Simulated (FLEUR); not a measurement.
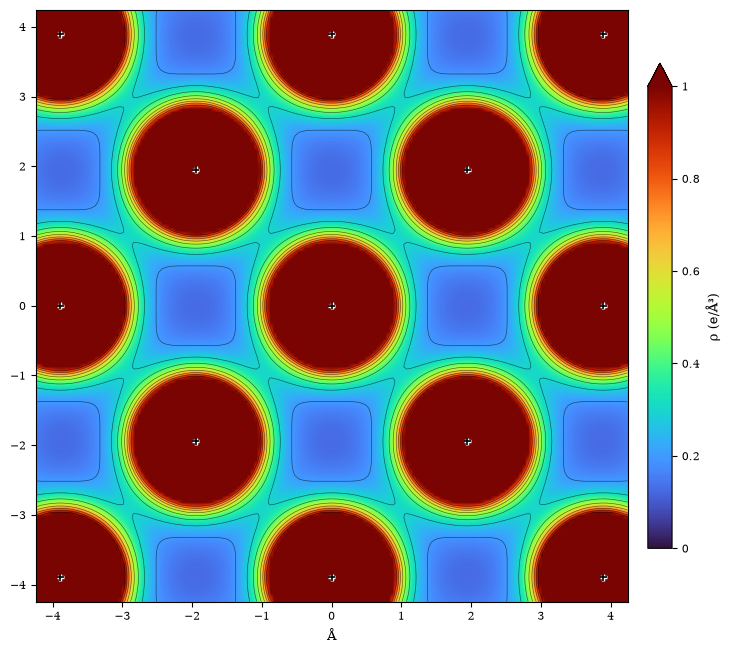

The electron density on a plane through atoms (crosses mark nuclei in the plane).

These are results of FLEUR, Kohn-Sham DFT of a periodic cell, PBEsol, all-electron, not measurements.

Candidates:
A. C, a = 3.57 Å, b = 3.57 Å, c = 3.57 Å, α = 90.00°, β = 90.00°, γ = 90.00°. Space group Fd-3m.
B. Pd, a = 3.89 Å, b = 3.89 Å, c = 3.89 Å, α = 90.00°, β = 90.00°, γ = 90.00°. Space group Fm-3m.
C. TiPt$_{3}$, a = 3.90 Å, b = 3.90 Å, c = 3.90 Å, α = 90.00°, β = 90.00°, γ = 90.00°. Space group Pm-3m.

### Which candidate gave the map?

Candidate B: Pd on the (100) plane of the conventional cell, which holds Pd. Pd–Pd (2.75 Å): ρ at the midpoint is about 0.3 e/Å³.
